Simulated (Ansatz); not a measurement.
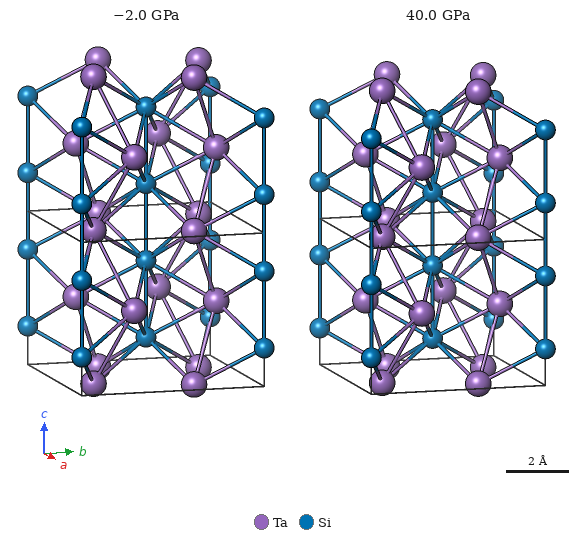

Crystalline Ta$_{2}$Si (set up in I4/mcm), relaxed (cell and atoms) at several target pressures. The picture shows the first and the last member. The picture is a ball-and-stick view of the conventional cell (2 times the calculation's cell), repeated 1 × 1 × 2 with one cell outlined, seen slightly off an axis. Lengths and directions refer to the drawn axes.

Computed with Ansatz 0.2.0: DFT r2SCAN, scalar-relativistic, plane waves, PAW. Settings: plane-wave cutoff 500 eV; k-point mesh 10 × 10 × 10; occupations gaussian; smearing width 0.1 eV; no spin polarisation; cell and atoms relaxed; force threshold 0.008 eV/Å.

```tsv
pressure (GPa)	volume (Å³/atom)	a (Å)	c (Å)
−2.0	16.152	6.186	5.065
0.0	16.010	6.168	5.049
2.0	15.873	6.151	5.033
5.0	15.678	6.127	5.012
10.0	?	?	?
20.0	14.850	6.019	4.919
40.0	13.998	5.904	4.818
```

Question: Fill in the missing row.

Answer: Murnaghan's form V = V₀(1 + B′P/B₀)^(−1/B′), with V₀ = 16.010 Å³ from the row at zero pressure, fits the other rows with B₀ = 231 GPa and B′ = 3.66 (largest miss 0.002 Å³). At 10.0 GPa it gives 16.010 × (1 + 3.66 × 10.0/231)^(−1/3.66) = 15.379 Å³ per atom. The calculation gives 15.377 Å³/atom (a = 6.088 Å, c = 4.978 Å). The estimate is 0.002 Å³/atom too high. From the first member to the last: Ta–Ta 3.242 → 3.076 Å, Ta–Ta 2.863 → 2.705 Å, Ta–Ta 3.272 → 3.130 Å.

The whole series:

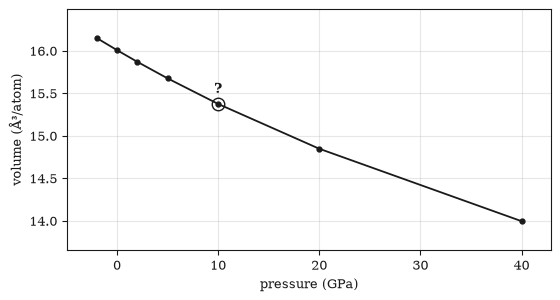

Each member starts from this one structure; whether another phase lies lower wasn't checked.
